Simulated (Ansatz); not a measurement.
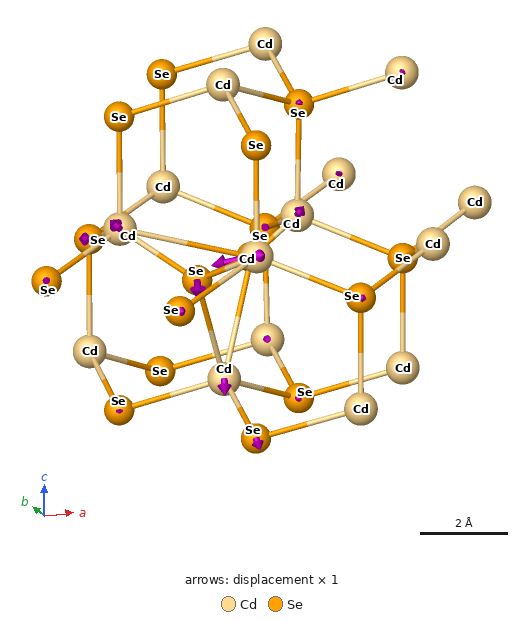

This is a relaxation of a defect cell of composition Cd$_{48}$Se$_{49}$. The starting structure is drawn; purple arrows show the displacements, at their true length.

Style: ball-and-stick. Shown: the atoms within 5.8 Å of the atom that moves most (axes of the cell of the calculation (origin shifted)), slightly off an axis.

Computed with DFT, PBEsol, PAW, plane waves (Ansatz 0.2.0). Set-up: plane-wave cutoff 420 eV; k-point mesh 1 × 1 × 1; mesh shifted by (0.25, 0.25, 0.25); no spin polarisation; atoms relaxed in a fixed cell; force threshold 0.03 eV/Å; at most 80 steps.

> Which element moves most?

Selenium: up to 0.97 Å, against 0.41 Å for cadmium.

> What did the optimiser do to the structure, and how much energy did it gain?

After 8 geometry steps the energy has fallen by 24.999 eV per cell of the calculation. The largest force component goes from 74 to 0.022 eV/Å. The largest move is that of a Se atom, 0.97 Å along [−3 1 −1]. Largest moves by element: Se 0.97 Å, Cd 0.41 Å. The cell doesn't change. Near-neighbour distances that change, for instance: Cd–Se 1.496 → 2.594 Å, Cd–Se 2.596 → 3.184 Å, Cd–Se 2.012 → 2.591 Å, Cd–Se 3.222 → 2.667 Å. Bond angles that change, for instance: Cd–Se–Cd 145.3° → 117.9°, Cd–Se–Cd 86.7° → 113.6°, Se–Cd–Se 114.0° → 87.9°.
